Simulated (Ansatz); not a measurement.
**Geometry relaxation of C (part 2 of 2)**

C (P6₃mc, 12 atoms in the cell); DFT r2SCAN, scalar-relativistic, plane waves, PAW, no spin polarisation (Ansatz 0.2.0); cutoff 500 eV, 18×18×2 k-mesh, Gaussian smearing of 0.1 eV. The structure derives from a Materials Project entry.

```
basis re-selected at this cell: Δ(F+E_penalty+E_count) = -1.225e-4 eV, ΔP = -0.000 GPa vs the last step (what re-selecting the basis moved, of the pressure what is left beyond the Pulay correction that the steps carried, after the strain that the cell walked since its last selection, with what the two solves' SCF thresholds leave and, on support functions, any second-order correction that the steps lacked; it is no measure of the basis error at this ecutwfc). The dense FFT grid was sized anew with the basis: this SCF ran on 18×18×225 points, the steps before it on 18×18×216, so part of this shift can come from that change (see relax.cell in the input reference). This SCF's stress stands 5.31e-3 GPa from its target on what of the cell is left free (relax.cell.stress_tol is 5.00e-2 GPa) and its largest allowed force component is 2.57e-4 eV/Å (relax.f_tol is 5.00e-3 eV/Å): within both
WARN: The output density's exchange-correlation potential varies sharply where the density is thin. Do not read a vacuum level from v_tot or v_xc, or from such a field of the output density. On a cell that repeats whose density bears no net charge and no dipole along the vacuum's axis use v_es (v_loc + v_h of the components); under efield.dipole_correction with no amplitude use v_es + v_field, which holds any external_charges[].barrier, or the levels of the report's work_function block, which leave it out; under a non-zero efield.amplitude the vacuum is tilted and has no level; on a cell that repeats and bears such a dipole with no correction it is tilted too, and efield.dipole_correction with no amplitude gives each side of its ramp a level where efield: is served; in a cell that repeats whose density bears a net charge (total_charge, or a fill off its count) it is curved and has none; of a slab under crystal.periodic whose density bears no net charge use v_es, which has a level on each side, short of where the two are joined; of another it falls or rises all the way out and has none; of a slab beside external_charges read slab_vacuum_level instead, which it has where they leave it neutral. The grid or the basis barely resolves most such structure, and the values can differ between equally converged runs; as a rule a tighter scf.convergence.dr2_threshold does not remove it. Where the density itself ripples (under the LDA too) a higher basis.ecutwfc lessens it. The files hold the spikes' plane waves up to the density's cutoff. Files: v_tot_of_output_density and the like, and their columns of v_z.tsv (output.write_potential); v_xc_of_output_density and the like, and their columns of v_comp_z.tsv (output.write_potential_components). Measured: with its Gaussian average of σ = 0.25 Å subtracted twice, the exchange-correlation potential is over 0.1 eV at 4555 of the grid points where the equally averaged density (valence and model cores) is under 1e-3 e/Å³, and 1.62 eV at the most among them, at an averaged density of 1.3e-5 e/Å³. The input density's (outcome.potential() and, of a run that writes arrays, v_tot and v_xc) is over 0.1 eV, so measured, at 4505 points of its own thin density, 1.65 eV at the most. See output.write_potential in the manual, Limitations
SCF converged after 3 iterations
Free energy (F): -3019.947640 eV
Harris-Foulkes:  -3019.947640 eV  (|F-HF|=1.10e-10)
Internal energy: -3019.944862 eV  (E = F + TS)
E sigma→0 (E₀):  -3019.946251 eV
Entropy (-TS):   -0.002778 eV (-0.232 meV/atom)
Fermi energy:    3.406984 eV
--- Per-component energies (eV) ---
  E_band       = -305.655333
  E_kinetic    = 1090.420474
  E_local      = -7036.683567  (includes V_loc(G=0)·N_el)
  E_nonlocal   = 323.396733
  E_hartree    = 3069.496389
  E_xc         = -566.434479
  E_vxc        = -784.877321  (∫ρ·V_xc dr)
  E_paw        = -1210.555378  (= ΣΔE_a)
  E_vpaw       = -81.056185  (= ΣTr[D̂ρ^β])
  E_aug_tail   = 0.000063  (compensation charges beyond the density's cutoff)
  E_vtau       = 44.151363  (kinetic-family band-sum trace: ∫τ·v_τ [+ j·A + Jᵃ·Aᵃ] dr)
  E_ewald      = 1310.712187
  E_core_change = -0.297285  (= ΣΔE_core)
  E_smearing   = -0.002778  (= −TS)
  E_closure    = 0.000000  (closes the sum)
  Σ components = -3019.947640   (vs F -3019.947640, Δ=0.00e0)
--- Forces (eV/Å), atoms counted from 1 ---
  atom   1  C     -0.00000000     0.00000000     0.00026768
  atom   2  C     -0.00000000     0.00000000     0.00017698
  atom   3  C     -0.00000000     0.00000000    -0.00009614
  atom   4  C     -0.00000000     0.00000000    -0.00021547
  atom   5  C     -0.00000000     0.00000000    -0.00002938
  atom   6  C     -0.00000000    -0.00000000    -0.00009614
  atom   7  C      0.00000000    -0.00000000    -0.00002938
  atom   8  C      0.00000000    -0.00000000    -0.00003678
  atom   9  C      0.00000000    -0.00000000    -0.00021547
  atom  10  C     -0.00000000     0.00000000    -0.00003678
  atom  11  C      0.00000000    -0.00000000     0.00026768
  atom  12  C      0.00000000    -0.00000000     0.00017698
  max |Σ_I F_I| component: 1.34e-4 eV/Å
--- Stress (GPa, compression-positive) ---
        0.003887       0.000000       0.000000
        0.000000       0.003887       0.000000
        0.000000       0.000000      -0.005313
  P = ⅓ Tr σ = 0.0008 GPa (0.008 kbar)
--- Band table (eV; the first three rows and the last of 74) ---
  k-point 0: bands = ["-17.5178", "-17.5178", "-17.4528", "-17.4528", "-17.3762", "-17.3762", "-5.2568", "-5.2566", "-4.7392", "-4.7387", "-4.1587", "-4.1583", "0.1599", "0.1599", "0.1599", "0.1599", "0.1613", "0.1613", "0.1613", "0.1613", "0.1722", "0.1722", "0.1722", "0.1722", "6.8821", "7.0763", "7.5844", "8.3286", "8.6522", "9.7877", "10.6531", "11.7985", "12.1569", "12.1569", "12.1569", "12.1569"]
  k-point 1: bands = ["-17.5178", "-17.5178", "-17.4528", "-17.4528", "-17.3762", "-17.3762", "-5.2567", "-5.2567", "-4.7390", "-4.7390", "-4.1585", "-4.1585", "0.1599", "0.1599", "0.1599", "0.1599", "0.1613", "0.1613", "0.1613", "0.1613", "0.1722", "0.1722", "0.1722", "0.1722", "6.9581", "6.9581", "7.8737", "7.8737", "9.2411", "9.2411", "11.2456", "11.2456", "12.1569", "12.1569", "12.1569", "12.1569"]
  k-point 2: bands = ["-17.4399", "-17.4399", "-17.3752", "-17.3752", "-17.2990", "-17.2990", "-5.1628", "-5.1626", "-4.6465", "-4.6459", "-4.0676", "-4.0672", "-0.1629", "-0.1629", "-0.1601", "-0.1601", "-0.1481", "-0.1481", "-0.0083", "-0.0083", "-0.0060", "-0.0060", "0.0057", "0.0057", "6.9820", "7.1770", "7.6806", "8.4259", "8.7456", "9.8808", "10.7405", "11.8751", "12.1922", "12.1980", "12.2165", "12.2223"]
  k-point 73: bands = ["-10.1613", "-10.1613", "-10.1216", "-10.1216", "-10.1204", "-10.1204", "-10.1200", "-10.1200", "-10.1102", "-10.1102", "-10.0726", "-10.0726", "-7.7741", "-7.7741", "-7.7731", "-7.7731", "-7.7647", "-7.7647", "3.0495", "3.0495", "3.4001", "3.4001", "3.4035", "3.4035", "3.4111", "3.4111", "3.4133", "3.4133", "3.7982", "3.7982", "14.2223", "14.2223", "14.3240", "14.3240", "14.6599", "14.6599"]
--- Relaxed structure (5 steps of the walk, 5 accepted, 1 SCFs on fresh bases) ---
  F+E_penalty+E_count = -3019.94764003 eV   max|allowed force component| = 2.565e-4 eV/Å   (the final SCF, on the basis selected at the relaxed cell)
  cell:  # Å, volume = 154.9746 Å³
    - [2.455867470015108, 2.8863001445821387e-11, -2.823373166817386e-33]
    - [-1.22793373503255, 2.12684361734647, 3.8571974702749294e-33]
    - [-3.3899880020914663e-32, 3.390539802856843e-32, 29.670164927561505]
  atoms:
    - { symbol: C, position: [0.6666666666666666, 0.3333333333333333, 0.9968722163961096] }
    - { symbol: C, position: [0.6666666666666666, 0.3333333333333333, 0.49687617140685497] }
    - { symbol: C, position: [0.6666666666666666, 0.3333333333333333, 0.7344514426808206] }
    - { symbol: C, position: [0.6666666666666666, 0.3333333333333333, 0.2344554234494228] }
    - { symbol: C, position: [2.9821272814233518e-33, 3.593405547947193e-32, 0.6156723511604711] }
    - { symbol: C, position: [0.33333333333333326, 0.6666666666666665, 0.23445144268082074] }
    - { symbol: C, position: [-9.173056076033492e-33, -3.939467000485046e-32, 0.11567235116047106] }
    - { symbol: C, position: [0.6666666666666666, 0.3333333333333333, 0.6156723849063207] }
    - { symbol: C, position: [0.33333333333333326, 0.6666666666666665, 0.7344554234494229] }
    - { symbol: C, position: [0.33333333333333326, 0.6666666666666665, 0.11567238490632066] }
    - { symbol: C, position: [0.33333333333333326, 0.6666666666666665, 0.4968722163961095] }
    - { symbol: C, position: [0.33333333333333326, 0.6666666666666665, 0.996876171406855] }
```

**Trajectory as extended XYZ (Å, eV, eV/Å), 6 frames, from step=1 to step=6**
```
12
Lattice="2.4562 0.0000 0.0000 -1.2281 2.1272 0.0000 0.0000 0.0000 29.4919" Properties=species:S:1:pos:R:3:forces:R:3 step=1 energy=-3019.94565 pressure_GPa=-0.03
C     1.2281    0.7091   29.4439    0.0000   0.0000  -0.0092
C     1.2281    0.7091   14.6979    0.0000   0.0000  -0.0043
C     1.2281    0.7091   21.6113    0.0000   0.0000   0.0072
C     1.2281    0.7091    6.8654    0.0000   0.0000   0.0102
C     0.0000    0.0000   18.1622    0.0000   0.0000  -0.0012
C     0.0000    1.4181    6.8654    0.0000   0.0000   0.0072
C     0.0000    0.0000    3.4163    0.0000   0.0000  -0.0012
C     1.2281    0.7091   18.1623    0.0000   0.0000  -0.0028
C     0.0000    1.4181   21.6114    0.0000   0.0000   0.0102
C     0.0000    1.4181    3.4163    0.0000   0.0000  -0.0028
C     0.0000    1.4181   14.6979    0.0000   0.0000  -0.0092
C     0.0000    1.4181   29.4439    0.0000   0.0000  -0.0043
12
Lattice="2.4559 0.0000 0.0000 -1.2280 2.1269 0.0000 0.0000 0.0000 29.7265" Properties=species:S:1:pos:R:3:forces:R:3 step=2 energy=-3019.94671 pressure_GPa=-0.04
C     1.2280    0.7090   29.6099    0.0000   0.0000   0.0030
C     1.2280    0.7090   14.7468    0.0000   0.0000   0.0006
C     1.2280    0.7090   21.8713    0.0000   0.0000  -0.0037
C     1.2280    0.7090    7.0082    0.0000   0.0000  -0.0070
C     0.0000    0.0000   18.2868    0.0000   0.0000   0.0040
C     0.0000    1.4179    7.0080    0.0000   0.0000  -0.0037
C     0.0000    0.0000    3.4235    0.0000   0.0000   0.0040
C     1.2280    0.7090   18.2868    0.0000   0.0000   0.0031
C     0.0000    1.4179   21.8714    0.0000   0.0000  -0.0070
C     0.0000    1.4179    3.4235    0.0000   0.0000   0.0031
C     0.0000    1.4179   14.7466    0.0000   0.0000   0.0030
C     0.0000    1.4179   29.6100    0.0000   0.0000   0.0006
12
Lattice="2.4559 0.0000 0.0000 -1.2280 2.1269 0.0000 0.0000 0.0000 29.6735" Properties=species:S:1:pos:R:3:forces:R:3 step=3 energy=-3019.94740 pressure_GPa=-0.01
C     1.2280    0.7090   29.5673    0.0000   0.0000   0.0028
C     1.2280    0.7090   14.7307    0.0000   0.0000   0.0019
C     1.2280    0.7090   21.7983    0.0000   0.0000  -0.0001
C     1.2280    0.7090    6.9617    0.0000   0.0000   0.0005
C     0.0000    0.0000   18.2779    0.0000   0.0000  -0.0033
C     0.0000    1.4179    6.9616    0.0000   0.0000  -0.0001
C     0.0000    0.0000    3.4412    0.0000   0.0000  -0.0033
C     1.2280    0.7090   18.2779    0.0000   0.0000  -0.0018
C     0.0000    1.4179   21.7984    0.0000   0.0000   0.0005
C     0.0000    1.4179    3.4412    0.0000   0.0000  -0.0018
C     0.0000    1.4179   14.7306    0.0000   0.0000   0.0028
C     0.0000    1.4179   29.5674    0.0000   0.0000   0.0019
12
Lattice="2.4559 0.0000 0.0000 -1.2279 2.1269 0.0000 0.0000 0.0000 29.6373" Properties=species:S:1:pos:R:3:forces:R:3 step=4 energy=-3019.94744 pressure_GPa=0.01
C     1.2279    0.7090   29.5575    0.0000   0.0000  -0.0032
C     1.2279    0.7090   14.7389    0.0000   0.0000  -0.0014
C     1.2279    0.7090   21.7618    0.0000   0.0000  -0.0002
C     1.2279    0.7090    6.9432    0.0000   0.0000   0.0003
C     0.0000    0.0000   18.2393    0.0000   0.0000   0.0029
C     0.0000    1.4179    6.9431    0.0000   0.0000  -0.0002
C     0.0000    0.0000    3.4207    0.0000   0.0000   0.0029
C     1.2279    0.7090   18.2394    0.0000   0.0000   0.0016
C     0.0000    1.4179   21.7619    0.0000   0.0000   0.0003
C     0.0000    1.4179    3.4207    0.0000   0.0000   0.0016
C     0.0000    1.4179   14.7388    0.0000   0.0000  -0.0032
C     0.0000    1.4179   29.5576    0.0000   0.0000  -0.0014
12
Lattice="2.4559 0.0000 0.0000 -1.2279 2.1268 0.0000 0.0000 0.0000 29.6702" Properties=species:S:1:pos:R:3:forces:R:3 step=5 energy=-3019.94752 pressure_GPa=0.00
C     1.2279    0.7089   29.5774    0.0000   0.0000   0.0003
C     1.2279    0.7089   14.7424    0.0000   0.0000   0.0002
C     1.2279    0.7089   21.7913    0.0000   0.0000  -0.0001
C     1.2279    0.7089    6.9563    0.0000   0.0000  -0.0002
C     0.0000    0.0000   18.2671    0.0000   0.0000   0.0000
C     0.0000    1.4179    6.9562    0.0000   0.0000  -0.0001
C     0.0000    0.0000    3.4320    0.0000   0.0000   0.0000
C     1.2279    0.7089   18.2671    0.0000   0.0000  -0.0001
C     0.0000    1.4179   21.7914    0.0000   0.0000  -0.0002
C     0.0000    1.4179    3.4320    0.0000   0.0000  -0.0001
C     0.0000    1.4179   14.7423    0.0000   0.0000   0.0003
C     0.0000    1.4179   29.5775    0.0000   0.0000   0.0002
12
Lattice="2.4559 0.0000 0.0000 -1.2279 2.1268 0.0000 0.0000 0.0000 29.6702" Properties=species:S:1:pos:R:3:forces:R:3 step=6 energy=-3019.94764 pressure_GPa=0.00
C     1.2279    0.7089   29.5774    0.0000   0.0000   0.0003
C     1.2279    0.7089   14.7424    0.0000   0.0000   0.0002
C     1.2279    0.7089   21.7913    0.0000   0.0000  -0.0001
C     1.2279    0.7089    6.9563    0.0000   0.0000  -0.0002
C     0.0000    0.0000   18.2671    0.0000   0.0000   0.0000
C     0.0000    1.4179    6.9562    0.0000   0.0000  -0.0001
C     0.0000    0.0000    3.4320    0.0000   0.0000   0.0000
C     1.2279    0.7089   18.2671    0.0000   0.0000   0.0000
C     0.0000    1.4179   21.7914    0.0000   0.0000  -0.0002
C     0.0000    1.4179    3.4320    0.0000   0.0000   0.0000
C     0.0000    1.4179   14.7423    0.0000   0.0000   0.0003
C     0.0000    1.4179   29.5775    0.0000   0.0000   0.0002
```

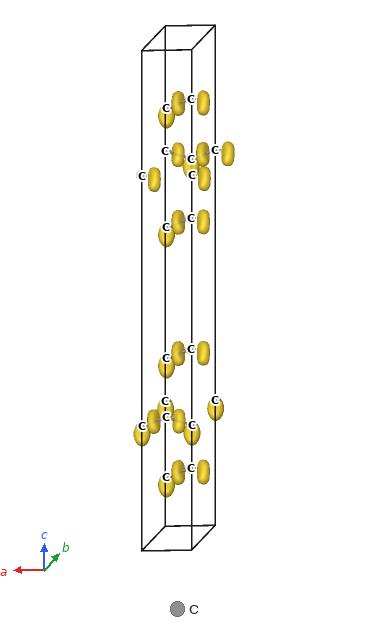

**Figure 1.** Isosurface of the electron localisation function at 0.8 (yellow), seen at an oblique angle. Only the valence region is drawn (cores and ρ < 0.01 e/Å³ removed). Sticks mark near contacts. The outline is the cell set on symmetry axes. Along the contacts the grid gives the following. C–C (1.42 Å): the ELF peaks at about 0.95 between the atoms, which marks a shared electron pair. In a PAW calculation such maps are meaningful between the atoms, not at the nuclei.

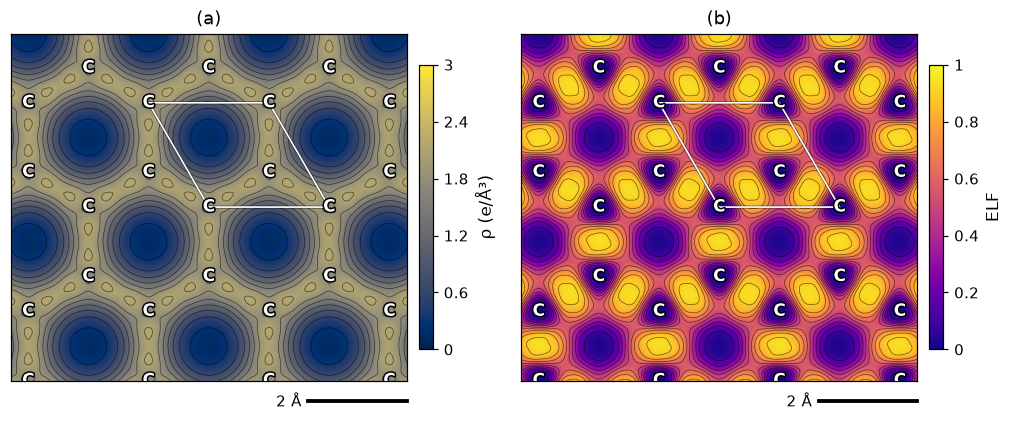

**Figure 2.** (a) valence electron density; (b) electron localisation function on the (001) plane of the conventional cell. C–C (1.42 Å): ρ is about 2.1 e/Å³ halfway; the ELF peaks at about 0.95 between the atoms, which marks localised, shared-pair bonding. Away from the nuclei the density in this plane falls to 0.15 e/Å³ at its lowest.

This output came from the following input.

**The input**
```yaml
crystal:
  lattice:
    - [2.4562499605, 0.0, 0.0]
    - [-1.2281249803, 2.1271748638, 0.0]
    - [0.0, 0.0, 29.4918787]
  atoms:
    - { symbol: C, position: [0.66666667, 0.33333333, 0.9983718] }
    - { symbol: C, position: [0.66666667, 0.33333333, 0.49837191] }
    - { symbol: C, position: [0.66666667, 0.33333333, 0.73278795] }
    - { symbol: C, position: [0.66666667, 0.33333333, 0.23279033] }
    - { symbol: C, position: [0.0, 0.0, 0.61583799] }
    - { symbol: C, position: [0.33333333, 0.66666667, 0.23278795] }
    - { symbol: C, position: [0.0, 0.0, 0.11583799] }
    - { symbol: C, position: [0.66666667, 0.33333333, 0.61584001] }
    - { symbol: C, position: [0.33333333, 0.66666667, 0.73279033] }
    - { symbol: C, position: [0.33333333, 0.66666667, 0.11584001] }
    - { symbol: C, position: [0.33333333, 0.66666667, 0.4983718] }
    - { symbol: C, position: [0.33333333, 0.66666667, 0.99837191] }
basis:
  ecutwfc: 500
kpoints:
  mp_grid: { grid: [18, 18, 2] }
hamiltonian:
  xc: r2scan
scf:
  occupations: { method: gaussian, width: 0.1 }
output:
  forces: true
  stress: true
  eigenvalues: true
  write_density: true
  write_potential: true
  elf: true
  volumetric_format: npy
relax:
  adjacent_minimum: "off"
  f_tol: 0.005
  max_steps: 80
  cell: { stress_tol: 0.05 }
```

Launch command:
```bash
ansatz run input.yaml --threads 2 --pin off --max-ram 5120MiB --backend cpu --events-out ev --progress --plain --runs-dir out
```

**Summary**

| quantity | value |
| --- | --- |
| outcome | converged |
| space group (tolerance 0.01 Å) | P6₃mc (186) → P6₃/mmc (194) |
| electrons treated | 48 |
| free energy | −3019.9476 eV |
| Fermi energy | 3.407 eV |
| gap on the k-point mesh | none (metallic) |
| pressure | 0.00 GPa |
| final volume | 154.97 Å³ |
| largest force (length of the vector) at the end | under 0.001 eV/Å |
| final cell | a = 2.456 Å, b = 2.456 Å, c = 29.670 Å, α = 90.00°, β = 90.00°, γ = 120.00° |
| hardware | 2 threads of Intel Xeon (Sapphire Rapids), 32 GiB of memory available, shared host |
| wall time | 3.4 min (CPU time 6.8 min) |
| peak memory | 0.95 GiB |

The program warns: the exchange-correlation potential is rough where the density is thin.
